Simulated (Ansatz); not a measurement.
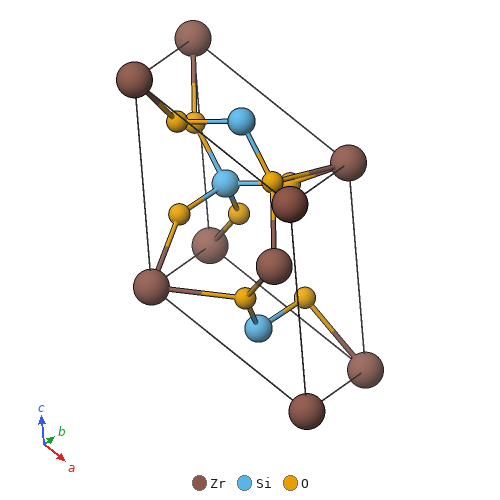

The system is ZrSiO₄ (I4_1/amd, No. 141; 12 atoms in the cell); the picture shows the reference structure. The energy is mapped over volume and the cell's shape. Coordinates scanned: (1) volume per atom; (2) c/a of the conventional cell. Nothing is relaxed (fractional coordinates fixed). The scan uses a 9 × 9 grid. Points are written as (first, second). All energies are given in meV/atom relative to the lowest grid point. The calculation used DFT PBEsol, scalar-relativistic, plane waves, PAW in Ansatz. Settings: cutoff 520 eV, k-mesh 6×6×6, gaussian smearing 0.05 eV, no spin polarisation.

Its coordinates:

```yaml
crystal:
  lattice:
    - [-3.30835, 3.30835, 2.98873]
    - [3.30835, -3.30835, 2.98873]
    - [3.30835, 3.30835, -2.98873]
  atoms:
    - { symbol: Zr, position: [0.75000, 0.25000, 0.50000] }
    - { symbol: Zr, position: [0.00000, 0.00000, 0.00000] }
    - { symbol: Si, position: [0.25000, 0.75000, 0.50000] }
    - { symbol: Si, position: [0.50000, 0.50000, 0.00000] }
    - { symbol: O, position: [0.13458, 0.31897, 0.81561] }
    - { symbol: O, position: [0.06897, 0.75336, 0.68439] }
    - { symbol: O, position: [0.50336, 0.31897, 0.18439] }
    - { symbol: O, position: [0.06897, 0.38458, 0.31561] }
    - { symbol: O, position: [0.61542, 0.93103, 0.68439] }
    - { symbol: O, position: [0.68103, 0.86542, 0.18439] }
    - { symbol: O, position: [0.24664, 0.93103, 0.31561] }
    - { symbol: O, position: [0.68103, 0.49664, 0.81561] }
```

Range: volume per atom from 9.596 to 12.213 Å³; c/a of the conventional cell from 0.753 to 1.084.

Predict the map.

Answer. The lowest grid point is at (10.904 Å³, 0.903). It is the only kind of minimum in the scanned range. The highest grid point, (9.596 Å³, 0.753), lies 474 meV/atom above the lowest. Round the minimum the two coordinates are weakly coupled (coupling 0.14 in units of the two stiffnesses). The gap on the k-mesh is 4.7 eV at the lowest point and runs from 3.7 to 5.4 eV over the map.

```
c/a of the conventional cell ↓, volume per atom →  9.596  9.923  10.250  10.577  10.904  11.231  11.558  11.885  12.213
                                            1.084    325    260     217     194     188     197     218     249     290
                                            1.036    240    176     135     113     108     118     140     173     215
                                            0.989    181    117      75      54      49      59      81     114     156
                                            0.945    149     83      41      18      13      22      43      75     116
                                            0.903    146     78      33       8       0       7      27      57      97
                                            0.863    175    102      53      25      13      17      34      61      98
                                            0.825    238    159     105      71      55      55      67      91     124
                                            0.788    337    251     190     149     128     121     128     147     176
                                            0.753    474    379     309     261     232     219     219     232     255
```

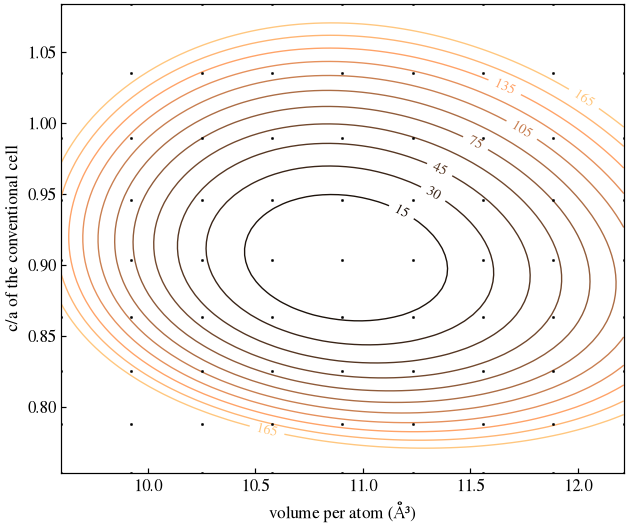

The picture shows contour lines labelled in meV/atom (none above 165), dots at the grid points. Between grid points the surface is interpolated.

Each point was launched as `ansatz run input.yaml --threads 4 --pin off --max-ram 8192MiB --backend cpu --events-out ev --progress --plain --runs-dir out`. Time for the 81 points that were run: 12 min on 4 threads of Arm Neoverse N1 (shared host).

PAW datasets: the set soft_1.
